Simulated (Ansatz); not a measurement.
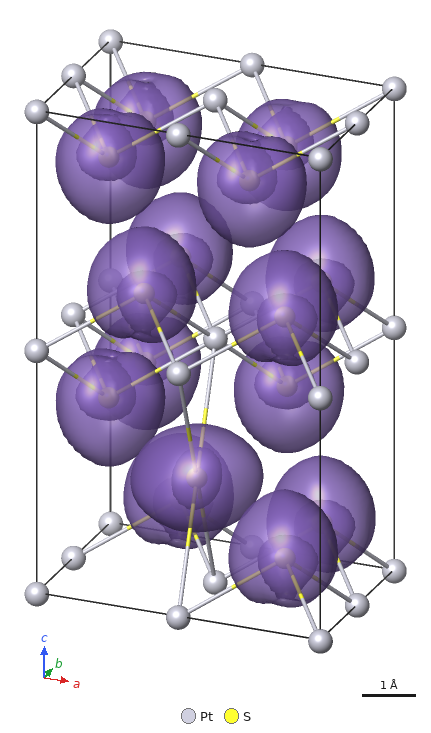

Pt₈S₁₅ (cell with a defect). Isosurface of the electron localisation function at 0.7 (purple), seen slightly off an axis. Only the valence region is drawn (cores and ρ < 0.01 e/Å³ removed). Sticks mark near contacts.

Not relaxed (largest force 0.6 eV/Å); computed pressure about −3 GPa in this cell.

These are results of DFT PBE+D3(BJ), scalar-relativistic, plane waves, PAW (Ansatz 0.2.0), not measurements.

```
CELL_PARAMETERS angstrom
3.58331 -6.20647 0.00000
3.58331 6.20647 0.00000
0.00000 0.00000 9.32455
ATOMIC_POSITIONS crystal
Pt 0.49955 0.00044 0.99725
Pt 0.50045 0.00088 0.50275
Pt 0.00088 0.00044 0.99692
Pt 0.99999 0.00000 0.50137
Pt 0.49955 0.49912 0.99725
Pt 0.50045 0.49956 0.50275
Pt 0.00001 0.50000 0.99863
Pt 0.99912 0.49956 0.50308
S 0.33564 0.16782 0.62883
S 0.83272 0.16638 0.12813
S 0.83184 0.16713 0.62883
S 0.33393 0.66697 0.12809
S 0.33402 0.66701 0.63163
S 0.83272 0.66635 0.12813
S 0.83184 0.66471 0.62883
S 0.50000 0.25000 0.25000
S 0.66436 0.33218 0.87117
S 0.16728 0.33362 0.37187
S 0.16816 0.33287 0.87117
S 0.66607 0.83303 0.37191
S 0.66598 0.83299 0.86837
S 0.16728 0.83365 0.37187
S 0.16816 0.83529 0.87117
```

Describe the localisation domains.

Answer. The ELF exceeds this value in 15 regions wrapped around S (the valence shell of each), counted in one cell of 23 atoms. Regions shared between cells count once.

Values along the shortest contacts:
Pt–S (2.37 Å): the ELF peaks at about 0.85 in the valence shell of S, 0.8 Å from its nucleus, and is about 0.45 at the midpoint.
